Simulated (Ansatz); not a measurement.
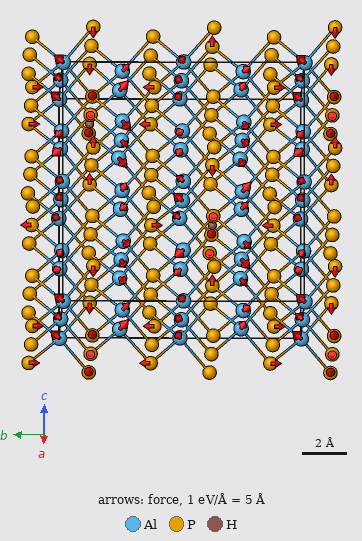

Starting geometry of a defect cell of composition Al₁₆P₁₆H (cell charge +1) with the computed forces as red arrows. A ball-and-stick model of the conventional cell (2 times the calculation's cell), seen from a free direction. Lengths and directions refer to the drawn axes.

Case: H interstitial, charge +1, atoms relaxed at the host's cell.

Theory: DFT PBE, scalar-relativistic, plane waves, PAW in Ansatz 0.2.0.

The input:
```yaml
crystal:
  lattice:
    - [-5.5073398843, 5.5073398843, -5.5073398843]
    - [5.5073398843, -5.5073398843, -5.5073398843]
    - [-5.5073398843, -5.5073398843, 5.5073398843]
  atoms:
    - { symbol: Al, position: [0.4982680565, 0.2487154937, 0.2487154937] }
    - { symbol: Al, position: [0.2487154937, 0.2487154937, 0.4982680565] }
    - { symbol: Al, position: [-0.0004474372, 0.2512845063, 0.75] }
    - { symbol: Al, position: [0.75, -0.0004474372, 0.2512845063] }
    - { symbol: Al, position: [0.75, 0.2512845063, -0.0004474372] }
    - { symbol: Al, position: [0.5004474372, 0.0017319435, 0.5004474372] }
    - { symbol: Al, position: [0.2512845063, -0.0004474372, 0.75] }
    - { symbol: Al, position: [-0.0004474372, 0.75, 0.2512845063] }
    - { symbol: Al, position: [0.9949307488, 0.9949307488, 0.9949307488] }
    - { symbol: Al, position: [0.75, 0.75, 0.5050692512] }
    - { symbol: Al, position: [0.5050692512, 0.75, 0.75] }
    - { symbol: Al, position: [0.2487154937, 0.4982680565, 0.2487154937] }
    - { symbol: Al, position: [0.2512845063, 0.75, -0.0004474372] }
    - { symbol: Al, position: [0.0017319435, 0.5004474372, 0.5004474372] }
    - { symbol: Al, position: [0.75, 0.5050692512, 0.75] }
    - { symbol: Al, position: [0.5004474372, 0.5004474372, 0.0017319435] }
    - { symbol: P, position: [0.5, 0.0, 0.25] }
    - { symbol: P, position: [0.25, 0.0, 0.5] }
    - { symbol: P, position: [0.0022788534, 0.0022788534, 0.75] }
    - { symbol: P, position: [0.75, 0.75, 0.2525594151] }
    - { symbol: P, position: [0.75, 0.0022788534, 0.0022788534] }
    - { symbol: P, position: [0.4977211466, 0.75, 0.4977211466] }
    - { symbol: P, position: [0.2525594151, 0.75, 0.75] }
    - { symbol: P, position: [0.0, 0.5, 0.25] }
    - { symbol: P, position: [0.0022788534, 0.75, 0.0022788534] }
    - { symbol: P, position: [0.75, 0.4977211466, 0.4977211466] }
    - { symbol: P, position: [0.4977211466, 0.4977211466, 0.75] }
    - { symbol: P, position: [0.2474405849, 0.2474405849, 0.2474405849] }
    - { symbol: P, position: [0.25, 0.5, 0.0] }
    - { symbol: P, position: [0.0, 0.25, 0.5] }
    - { symbol: P, position: [0.75, 0.2525594151, 0.75] }
    - { symbol: P, position: [0.5, 0.25, 0.0] }
    - { symbol: H, position: [0.75, 0.75, 0.75] }
  host:
    lattice:
      - [0.0, 2.7536699422, 2.7536699422]
      - [2.7536699422, 0.0, 2.7536699422]
      - [2.7536699422, 2.7536699422, 0.0]
    atoms:
      - { symbol: Al, position: [0.0, 0.0, 0.0] }
      - { symbol: P, position: [0.75, 0.75, 0.75] }
total_charge: 1
basis:
  ecutwfc: 420
  xc_grid: 2
kpoints:
  mp_grid: { grid: [2, 2, 2], shift: [0.5, 0.5, 0.5] }
hamiltonian:
  xc: pbe
scf:
  occupations: { method: gaussian, width: 0.01 }
output:
  forces: true
  stress: false
  eigenvalues: true
  charged_corrections:
    defect_position: [0.75, 0.75, 0.75]
    epsilon: [[10.3826, 0.0, 0.0], [0.0, 10.3826, 0.0], [0.0, 0.0, 10.3826]]
  write_density: true
  write_potential: true
  elf: true
  volumetric_format: npy
relax:
  adjacent_minimum: "off"
  f_tol: 0.025
  max_steps: 45
```

Command:
```bash
ansatz run input.yaml --threads 4 --pin off --max-ram 6144MiB --backend cpu --events-out ev --progress --plain --runs-dir out
```

Question: What follows when this structure is relaxed?

Answer: It isn't relaxed: the largest force vector, on Al atoms, is 0.14 eV/Å. The final displacements follow the starting forces only in part (cosine between the two patterns 0.70). The energy falls by 17.0 meV per cell of the calculation in 2 geometry steps. The largest force component goes from 0.11 to 0.012 eV/Å. The largest moves, 0.034 Å, are those of Al9, Al10, Al11 and Al15. Al11 goes along [1 −1 −1]. Largest moves by element: Al 0.034 Å, P 0.020 Å. H stays in place. The cell stays as it was. Some distances before and after: Al10–P20 2.409 → 2.391 Å, Al12–P22 2.384 → 2.392 Å. Among the angles between lasting bonds that change: Al11–P27–Al15 106.3° → 108.7°.

Limits of the set-up: the cell is charged, on a uniform background, and energies carry no finite-size correction.
